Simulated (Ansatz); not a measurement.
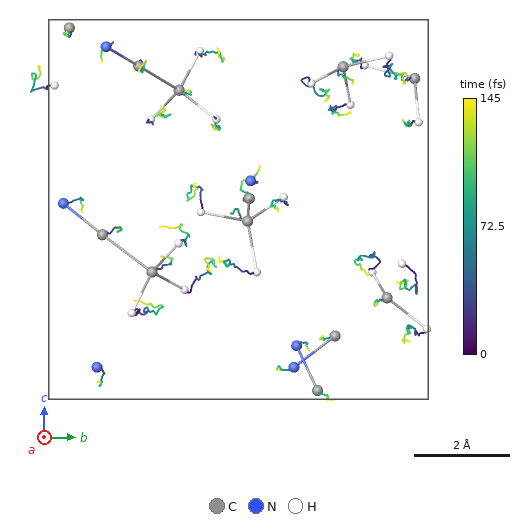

A Born-Oppenheimer molecular dynamics run of a periodic cell with 6 CH3CN at 0.784 g/cm³, 145 fs long. Lines trace each atom's path, coloured by time; spheres stand at the starting positions. Seen along the a axis in the simulation cell.

These are results of DFT PBE-D3(BJ), scalar-relativistic, plane waves, PAW (Ansatz 0.2.0), not measurements. Settings: plane-wave cutoff 420 eV; k-point mesh 1 × 1 × 1; Fermi-Dirac smearing 0.02 eV; low-accuracy preset; Langevin thermostat (NVT); set temperature 350 K; time step 0.5 fs; H given the mass 2.014 u; friction 0.02 per fs.

Input file:
```yaml
accuracy: low
crystal:
  lattice:
    - [8.051748, 0.0, 0.0]
    - [0.0, 8.051748, 0.0]
    - [0.0, 0.0, 8.051748]
  atoms:
    - { symbol: C, position: [0.66323213, 0.27217425, 0.33537749] }
    - { symbol: C, position: [0.5871989, 0.14154088, 0.43364153] }
    - { symbol: "N", position: [0.52747444, 0.03880295, 0.51622386] }
    - { symbol: H, position: [0.75346726, 0.34169258, 0.41071929] }
    - { symbol: H, position: [0.72666159, 0.21880494, 0.2272302] }
    - { symbol: H, position: [0.56819238, 0.35800007, 0.28858954] }
    - { symbol: C, position: [0.25243115, 0.52397715, 0.46940433] }
    - { symbol: C, position: [0.08229388, 0.52830373, 0.52903521] }
    - { symbol: "N", position: [-0.05436581, 0.53168037, 0.5755914] }
    - { symbol: H, position: [0.3273822, 0.61899465, 0.5326893] }
    - { symbol: H, position: [0.30662506, 0.40087614, 0.4932965] }
    - { symbol: H, position: [0.25670085, 0.54795313, 0.33492016] }
    - { symbol: C, position: [0.23174527, 0.96385647, 0.84550802] }
    - { symbol: C, position: [0.31391989, 1.05424886, 0.97849842] }
    - { symbol: "N", position: [0.37978872, 1.12711526, 1.08473362] }
    - { symbol: H, position: [0.21954396, 0.83242189, 0.88021608] }
    - { symbol: H, position: [0.10657324, 1.01565337, 0.82681991] }
    - { symbol: H, position: [0.30432898, 0.97483145, 0.73008033] }
    - { symbol: C, position: [0.68557101, 0.77568965, 0.87620802] }
    - { symbol: C, position: [0.6066833, 0.70820174, 1.02328938] }
    - { symbol: "N", position: [0.54455559, 0.65293019, 1.14132923] }
    - { symbol: H, position: [0.78388518, 0.69171887, 0.83213287] }
    - { symbol: H, position: [0.5945323, 0.7947832, 0.77606017] }
    - { symbol: H, position: [0.74206585, 0.89686557, 0.90481088] }
    - { symbol: C, position: [0.6191858, 0.34364696, 0.81426203] }
    - { symbol: C, position: [0.74886022, 0.23709131, 0.87797292] }
    - { symbol: "N", position: [0.85301588, 0.15094848, 0.92898691] }
    - { symbol: H, position: [0.54924625, 0.39825036, 0.91767413] }
    - { symbol: H, position: [0.67543391, 0.44159256, 0.73748745] }
    - { symbol: H, position: [0.53453954, 0.26947786, 0.73742278] }
    - { symbol: C, position: [0.94279501, 0.89119609, 0.26758906] }
    - { symbol: C, position: [1.00528529, 0.75427773, 0.16714111] }
    - { symbol: "N", position: [1.05542368, 0.64594541, 0.0844353] }
    - { symbol: H, position: [0.83065559, 0.85238113, 0.3347738] }
    - { symbol: H, position: [1.03791868, 0.93074685, 0.35709476] }
    - { symbol: H, position: [0.91359675, 0.9964348, 0.1852546] }
basis:
  ecutwfc: 420.0
kpoints:
  mp_grid: { grid: [1, 1, 1] }
hamiltonian:
  xc: pbe
  dispersion: d3bj
scf:
  occupations: { method: fermi_dirac, width: 0.02 }
  lower_state_search: "off"
md:
  timestep: 0.5
  n_steps: 290
  ensemble: nvt_langevin
  temperature: 350.0
  initial_velocities: maxwell_boltzmann
  seed: 929674
  friction: 0.02
  masses: [{ species: H, mass: 2.014 }]
```

Launched with:
```bash
ansatz run input.yaml --threads 1 --pin off --max-ram 3072MiB --backend cpu --events-out ev --progress --plain --runs-dir out
```

### How do the atoms move?

In the second half of the run the atoms are, in the root-mean-square, this far from where they began (common drift taken out): H 0.54 Å, N 0.46 Å, C 0.38 Å. The heavy atoms stay within a fraction of a molecule's size of their starting places; so short a run doesn't tell a liquid from a solid. Over the second half the temperature averages 298 K (spread ±49 K). The potential energy is still drifting at the end, so the run hasn't reached equilibrium. The potential energy in the second half lies on average 31.9 meV per atom above the first frame.

Limits of the set-up: the program's low-accuracy preset was used; masses were changed (H 2.014 u), which shifts the vibrations; the periodic images lie only 8.1 Å apart, so the values are limited by the cell's size.
